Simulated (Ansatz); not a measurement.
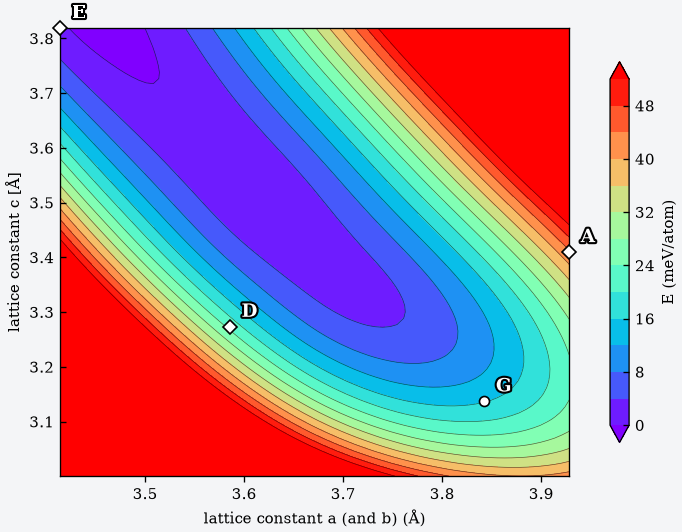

Mg (I4/mmm, No. 139; 1 atom in the cell). The energy is mapped over the lattice constants a and c of the conventional cell. First axis: lattice constant a (and b). Second axis: lattice constant c. Nothing is relaxed (symmetry fixes all fractional coordinates). The grid has 7 × 7 points. Points are written as (first, second). All energies are given in meV/atom relative to the lowest grid point. Theory: DFT PBE, scalar-relativistic, plane waves, PAW (Ansatz). Settings: cutoff 520 eV, k-mesh 18×18×18, gaussian smearing 0.15 eV, no spin polarisation.

Drawn: filled contours, one colour for all values above the top of the scale, lettered points. Between grid points the surface is interpolated.

Question: Is A the lowest point of the computed grid?

Answer: No. A lies 43 meV/atom above the lowest grid point, which is at (3.500 Å, 3.819 Å).

Question: Rank the lettered points by energy, lowest first.

Answer: E (0.7 meV/atom), G (16 meV/atom), D (23 meV/atom), A (43 meV/atom).
